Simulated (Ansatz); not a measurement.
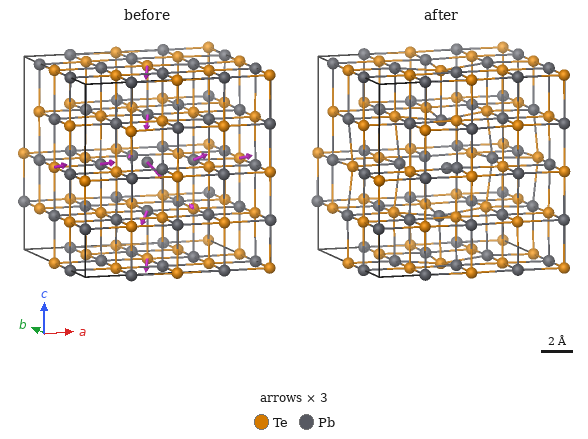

The structure of a defect cell of composition Te31Pb33 before (left) and after (right) a relaxation, at one scale. The purple arrows give the displacements, 3 times their true length.

Style: ball-and-stick. Shown: the cell of the calculation (origin shifted), slightly off an axis.

The atoms of the start lie slightly off their symmetric places, so part of the fall in energy undoes that.

The calculation used Ansatz 0.2.0, DFT, PBEsol, PAW, plane waves. Settings: plane-wave cutoff 420 eV; k-point mesh 1 × 1 × 1; mesh shifted by (0.25, 0.25, 0.25); collinear spin; atoms relaxed in a fixed cell; force threshold 0.03 eV/Å; at most 80 steps.

Describe what moved and what it gained.

Over 8 geometry steps the energy falls by 0.313 eV per cell of the calculation. The largest force component goes from 0.23 to 0.01 eV/Å. The atom that moves furthest is a Pb atom (0.56 Å along [1 0 −1]). Largest moves by element: Pb 0.56 Å, Te 0.33 Å. The cell doesn't change. Among the contacts that change: Pb–Te 3.170 → 3.278 Å, Pb–Te 3.275 → 3.172 Å, Pb–Te 3.250 → 3.150 Å, Pb–Te 3.233 → 3.314 Å. Bond angles that change, for instance: Pb–Te–Pb 90.0° → 105.8°, Te–Pb–Te 179.6° → 165.1°, Te–Pb–Te 179.2° → 165.1°. The program noted that the starting moments weren't kept. The run may lie on a higher electronic state than the lowest, so the end point isn't shown to be the ground-state structure.
